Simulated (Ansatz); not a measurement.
# Run report: C, geometry relaxation

System: C (Pm-3m, 1 atom in the cell).
Method: DFT, PBE, all-electron LAPW, scalar-relativistic, no spin polarisation (Ansatz 0.2.0).

It belongs to a series of runs on one base structure; here: sc relaxed under pressure, LAPW. Figures and captions count atoms from 1; the log counts them from 0 in places.

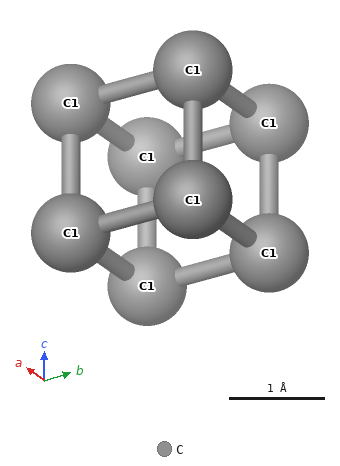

*The input geometry (ball-and-stick view of the cell of the calculation, seen at an oblique angle; atoms are numbered from 1 in the order of the input).*

Input file:
```yaml
crystal:
  lattice:
    - [1.5157193181, 0.0, 0.0]
    - [0.0, 1.5157193181, 0.0]
    - [0.0, 0.0, 1.5157193181]
  atoms:
    - { symbol: C, position: [0.0, 0.0, 0.0] }
kpoints:
  mp_grid: { grid: [25, 25, 25] }
scf:
  occupations: { method: fermi_dirac, width: 0.05 }
hamiltonian:
  xc: pbe
  pseudopotentials: { kind: all_electron, lapw: { basis_error: 0.0005 } }
output:
  forces: true
  stress: true
  eigenvalues: true
relax:
  f_tol: 0.005
  max_steps: 12
  cell: { p_target: 380.0, stress_tol: 0.19 }
```

Launch command:
```bash
ansatz run input.yaml --threads 1 --pin off --max-ram 3584MiB --backend cpu --events-out ev --progress --plain --runs-dir out
```

Output:
```
The last accepted step is kept in [file] (removed where the run ends without a failure and the disk answers)
LAPW: plane waves up to 11.908 Å⁻¹, error target 5.0e-4 eV per atom; small_component_spin mean_spin; C in spheres of 0.735 Å, 6 of its electrons in bands, Dirac shells [] (how accurate: hamiltonian.pseudopotentials.lapw.basis_error, Limitations)
Engine: ansatz 0.2.0, x86_64-unknown-linux-gnu
Pseudopotentials: kind: all_electron
Pseudopotential: C, LAPW, valence charge 6, lapw/all_electron/scalar/gaussian/C, Koelling and Harmon's equation, gaussian nucleus
Functional definition: PBE
  parameter kappa = 0.804
  parameter beta = 0.06672455060314922
  exchange = pbe_x(kappa = kappa, mu = beta*pi^2/3)
  correlation = pbe_c(beta = beta)
Crystal: 1 atoms, lattice volume = 3.482 Å³
Basis set: ecut = 540.2633636439962 eV, 93 PW (Γ), exchange–correlation at level 2
Bands: 7, of which v1, the nominal top of the filled ones, is band 3 counted from 1 (2 counted from 0)
Symmetry: 48 space group operations
Space group: Pm-3m (ITA 221), of the structure as read, at distance tolerance 1.5e-5 Å
k-points: 455 of 15625
Non-local potential: C, projectors of the file, none
Initial density: superposition of atomic densities (chi_scale 0.1, normalization cell)
Initial wavefunctions: plane waves of lowest kinetic energy (no species holds an atomic orbital)
Functional: x = pbe(κ = 0.804, μ = 0.2195149727645171), c = pbe(β = 0.06672455060314922)
iter 1 solved again at ethr=4.86e-3 eV; its pass at ethr=1.00e-1 eV (dr2=2.91e-1 eV) is discarded
SCF iter   1: F=—  HF=-1032.528381 eV  |F-HF|=—  |Δ(HF+E_count)|=         —  Δρ=1.35e-1  dr2=2.91e-1  ethr=4.86e-3  ⟨swp⟩=2.1  Hψ=24772  notcnv=0
preconditioner: auto → none  [metal: Δε(μ)=0.042 eV  Ē_g=35.188 eV  σ=0.050 eV  W_gap=0.20  n_scr=0 (ndim 8)  ℏωp=39.8 eV  f_vac=0.000  D(μ)=0.15/eV (n_scr^D=0)]
SCF iter   2: F=—  HF=-1032.413378 eV  |F-HF|=—  |Δ(HF+E_count)|=   1.15e-1  Δρ=6.00e-2  dr2=5.65e-2  ethr=4.86e-3  ⟨swp⟩=2.0  Hψ=10131  notcnv=0
iter 3 solved again at ethr=2.10e-6 eV; its pass at ethr=9.41e-4 eV (dr2=1.26e-4 eV) is discarded
SCF iter   3: F=—  HF=-1032.395561 eV  |F-HF|=—  |Δ(HF+E_count)|=   1.78e-2  Δρ=3.28e-3  dr2=1.26e-4  ethr=2.10e-6  ⟨swp⟩=2.1  Hψ=16922  notcnv=0
SCF iter   4: F=—  HF=-1032.395635 eV  |F-HF|=—  |Δ(HF+E_count)|=   7.39e-5  Δρ=1.95e-4  dr2=4.21e-7  ethr=2.09e-6  ⟨swp⟩=2.0  Hψ=8297  notcnv=0
SCF iter   5: F=-1032.395634 eV  HF=-1032.395634 eV  |F-HF|=1.10e-9  |Δ(HF+E_count)|=   2.09e-7  Δρ=1.29e-5  dr2=1.25e-9  ethr=7.02e-9  ⟨swp⟩=2.8  Hψ=9014  notcnv=0
SCF 1 converged in 5 iterations: F = -1032.395634 eV  dr2 = 1.25e-9
relax step   1: F+E_penalty+E_count = -1032.39563431 eV  Δ(F+E_penalty+E_count) = +0.000e0 eV  max|allowed force component| = 0.000e0 eV/Å  Δτ_max = 0.0000 Å  P = +380.805 GPa  Ω = 3.482 Å³  (5 SCF iters, accepted)
Crystal: 1 atoms, lattice volume = 3.483 Å³
Basis set: ecut = 540.13623214244 eV, 93 PW (Γ), exchange–correlation at level 2
Initial density: handed on by an earlier stage of this run
Initial wavefunctions: those handed on with the density
iter 1 solved again at ethr=4.10e-10 eV; its pass at ethr=1.00e-1 eV (dr2=2.46e-8 eV) is discarded
SCF iter   1: F=—  HF=-1032.398555 eV  |F-HF|=—  |Δ(HF+E_count)|=         —  Δρ=4.82e-5  dr2=3.53e-8  ethr=4.10e-10  ⟨swp⟩=4.9  Hψ=20241  notcnv=0
preconditioner: auto → none  [metal: Δε(μ)=0.106 eV  Ē_g=35.233 eV  σ=0.050 eV  W_gap=0.41  n_scr=0 (ndim 8)  ℏωp=39.8 eV  f_vac=0.000  D(μ)=0.15/eV (n_scr^D=0)]
SCF iter   2: F=-1032.398554 eV  HF=-1032.398555 eV  |F-HF|=3.68e-9  |Δ(HF+E_count)|=   1.41e-8  Δρ=2.12e-5  dr2=6.83e-9  ethr=4.10e-10  ⟨swp⟩=2.0  Hψ=8297  notcnv=0
SCF 2 converged in 2 iterations: F = -1032.398554 eV  dr2 = 6.83e-9
relax step   2: F+E_penalty+E_count = -1032.39855450 eV  Δ(F+E_penalty+E_count) = -2.920e-3 eV  max|allowed force component| = 0.000e0 eV/Å  Δτ_max = 0.0000 Å  P = +380.276 GPa  Ω = 3.483 Å³  (2 SCF iters, accepted)
Crystal: 1 atoms, lattice volume = 3.484 Å³
Basis set: ecut = 540.0700643675924 eV, 93 PW (Γ), exchange–correlation at level 2
iter 1 solved again at ethr=4.21e-10 eV; its pass at ethr=1.00e-1 eV (dr2=2.53e-8 eV) is discarded
SCF iter   1: F=—  HF=-1032.400073 eV  |F-HF|=—  |Δ(HF+E_count)|=         —  Δρ=4.24e-5  dr2=2.86e-8  ethr=4.21e-10  ⟨swp⟩=4.4  Hψ=19176  notcnv=0
preconditioner: auto → none  [metal: Δε(μ)=0.106 eV  Ē_g=35.229 eV  σ=0.050 eV  W_gap=0.40  n_scr=0 (ndim 8)  ℏωp=39.8 eV  f_vac=0.000  D(μ)=0.15/eV (n_scr^D=0)]
SCF iter   2: F=-1032.400073 eV  HF=-1032.400073 eV  |F-HF|=2.51e-9  |Δ(HF+E_count)|=   9.75e-9  Δρ=1.88e-5  dr2=5.66e-9  ethr=4.21e-10  ⟨swp⟩=2.0  Hψ=8297  notcnv=0
SCF 3 converged in 2 iterations: F = -1032.400073 eV  dr2 = 5.66e-9
relax step   3: F+E_penalty+E_count = -1032.40007343 eV  Δ(F+E_penalty+E_count) = -1.519e-3 eV  max|allowed force component| = 0.000e0 eV/Å  Δτ_max = 0.0000 Å  P = +379.999 GPa  Ω = 3.484 Å³  (2 SCF iters, accepted)
iter 1 solved again at ethr=9.43e-11 eV; its pass at ethr=1.00e-1 eV (dr2=5.66e-9 eV) is discarded
SCF iter   1: F=—  HF=-1032.400073 eV  |F-HF|=—  |Δ(HF+E_count)|=         —  Δρ=1.88e-5  dr2=5.66e-9  ethr=9.43e-11  ⟨swp⟩=2.0  Hψ=15475  notcnv=0
SCF iter   2: F=-1032.400073 eV  HF=-1032.400073 eV  |F-HF|=4.54e-10  |Δ(HF+E_count)|=   1.11e-9  Δρ=8.43e-6  dr2=1.15e-9  ethr=9.43e-11  ⟨swp⟩=2.0  Hψ=8297  notcnv=0
SCF 4 converged in 2 iterations: F = -1032.400073 eV  dr2 = 1.15e-9
relax step   4: F+E_penalty+E_count = -1032.40007343 eV  Δ(F+E_penalty+E_count) = -8.342e-10 eV  max|allowed force component| = 0.000e0 eV/Å  Δτ_max = 0.0000 Å  P = +379.997 GPa  Ω = 3.484 Å³  stress off target by 2.69e-3 GPa  SCF on the basis re-selected at this cell (its energy is not comparable with the rows above)  (2 SCF iters)
```

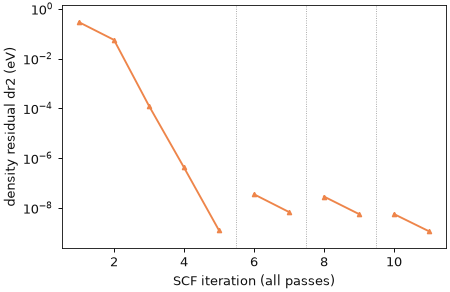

*Convergence of the self-consistent field: density residual dr2 against the SCF iteration. The dotted lines part the SCF passes of the relaxation: geometry steps, rejected trials and re-solves on a re-selected basis.*

The passes take 5, 2, 2 and 2 iterations.

```
basis re-selected at this cell: Δ(F+E_penalty+E_count) = -8.342e-10 eV, ΔP = -0.001 GPa vs the last step (what re-selecting the basis moved, after the strain that the cell walked since its last selection, with what the two solves' SCF thresholds leave and, on support functions, any second-order correction that the steps lacked; it is no measure of the basis error at this ecutwfc). This SCF's stress stands 2.69e-3 GPa from its target on what of the cell is left free (relax.cell.stress_tol is 1.90e-1 GPa) and its largest allowed force component is 0.00e0 eV/Å (relax.f_tol is 5.00e-3 eV/Å): within both
SCF converged after 2 iterations
Free energy (F): -1032.400073 eV
Harris-Foulkes:  -1032.400073 eV  (|F-HF|=4.54e-10)
Internal energy: -1032.398834 eV  (E = F + TS)
E sigma→0 (E₀):  -1032.399454 eV
Entropy (-TS):   -0.001240 eV (-1.240 meV/atom)
Fermi energy:    26.748496 eV
--- Per-component energies (eV) ---
  E_band       = -428.970477
  E_kinetic    = 1053.006728
  E_xc         = -152.080524
  E_electrostatic = -1933.325038  (all electrons and nuclei)
  E_smearing   = -0.001240  (= −TS)
  E_closure    = 0.000000  (closes the sum)
  E_atoms      = -1027.632824  (free atoms, spherical and without spin; not in F)
  Σ components = -1032.400073   (vs F -1032.400073, Δ=0.00e0)
  Basis errors (estimates in eV, not in F): energy 2.9e-4 per atom: plane waves 2.8e-4 (1.7e-4 summed), levels above the bands 6.2e-184, relativity 6.2e-9, radial functions 9.7e-6, core shells 0.0e0; eigenvalues (radial functions only) 2.4e-5; not estimated: angular momenta, meshes, grids; target (lapw.basis_error) 5.0e-4; muffin-tin radii C 0.735 Å
--- Forces (eV/Å), atoms counted from 1 ---
  atom   1  C     -0.00000000     0.00000000    -0.00000000
  max |Σ_I F_I| component: 2.30e-31 eV/Å
--- Stress (GPa, compression-positive) ---
      379.997305      -0.000000      -0.000000
       -0.000000     379.997305       0.000000
       -0.000000       0.000000     379.997305
  P = ⅓ Tr σ = 379.9973 GPa (3799.973 kbar)
--- Band table (eV; the first three rows and the last of 455) ---
  k-point 0: bands = ["-241.6021", "-4.4592", "39.8148", "39.8148", "39.8148", "56.9118", "56.9118"]
  k-point 1: bands = ["-241.6020", "-4.3768", "38.9643", "39.8834", "39.8834", "57.0097", "57.8671"]
  k-point 2: bands = ["-241.6016", "-4.1298", "36.8360", "40.0876", "40.0876", "57.3030", "60.2926"]
  k-point 454: bands = ["-241.5789", "24.0543", "24.3326", "24.3326", "45.1233", "45.5585", "45.5585"]
--- Relaxed structure (3 steps of the walk, 3 accepted, 1 SCFs on fresh bases) ---
  F+E_penalty+E_count = -1032.40007343 eV   max|allowed force component| = 0.000e0 eV/Å   (the final SCF, on the basis selected at the relaxed cell)
  cell:  # Å, volume = 3.4841 Å³
    - [1.5159905433125003, 1.034435028723613e-36, 1.0030885127016853e-36]
    - [1.034435028723613e-36, 1.5159905433125003, 2.5077212817542132e-37]
    - [1.0030885127016853e-36, 2.5077212817542132e-37, 1.5159905433125003]
  atoms:
    - { symbol: C, position: [0.0, 0.0, 0.0] }
```

Trajectory as extended XYZ (Å, eV, eV/Å), 4 frames, from step=1 to step=4:
```
1
Lattice="1.5157 0.0000 0.0000 0.0000 1.5157 0.0000 0.0000 0.0000 1.5157" Properties=species:S:1:pos:R:3:forces:R:3 step=1 energy=-1032.39563 pressure_GPa=380.81
C     0.0000    0.0000    0.0000    0.0000   0.0000   0.0000
1
Lattice="1.5159 0.0000 0.0000 0.0000 1.5159 0.0000 0.0000 0.0000 1.5159" Properties=species:S:1:pos:R:3:forces:R:3 step=2 energy=-1032.39855 pressure_GPa=380.28
C     0.0000    0.0000    0.0000    0.0000   0.0000   0.0000
1
Lattice="1.5160 0.0000 0.0000 0.0000 1.5160 0.0000 0.0000 0.0000 1.5160" Properties=species:S:1:pos:R:3:forces:R:3 step=3 energy=-1032.40007 pressure_GPa=380.00
C     0.0000    0.0000    0.0000    0.0000   0.0000   0.0000
1
Lattice="1.5160 0.0000 0.0000 0.0000 1.5160 0.0000 0.0000 0.0000 1.5160" Properties=species:S:1:pos:R:3:forces:R:3 step=4 energy=-1032.40007 pressure_GPa=380.00
C     0.0000    0.0000    0.0000    0.0000   0.0000   0.0000
```

Summary:

```json
{"quantity": "outcome", "value": "converged"}
{"quantity": "space group (tolerance 0.01 Å)", "value": "Pm-3m (221)"}
{"quantity": "electrons in bands (core shells apart)", "value": "6"}
{"quantity": "free energy", "value": "−1032.4001 eV"}
{"quantity": "Fermi energy", "value": "26.748 eV"}
{"quantity": "pressure", "value": "380.00 GPa"}
{"quantity": "final volume", "value": "3.48 Å³"}
{"quantity": "largest force (length of the vector) at the end", "value": "under 0.001 eV/Å"}
{"quantity": "final cell", "value": "a = 1.516 Å, b = 1.516 Å, c = 1.516 Å, α = 90.00°, β = 90.00°, γ = 90.00°"}
{"quantity": "hardware", "value": "1 thread of Intel Xeon @ 2.50GHz (Skylake/Cascade Lake), 192 GiB of memory available, shared host"}
{"quantity": "wall time", "value": "46 s"}
{"quantity": "peak memory", "value": "0.4 GiB"}
```

The cell was relaxed to the target pressure of the input; what is minimised is then the enthalpy E + pV.
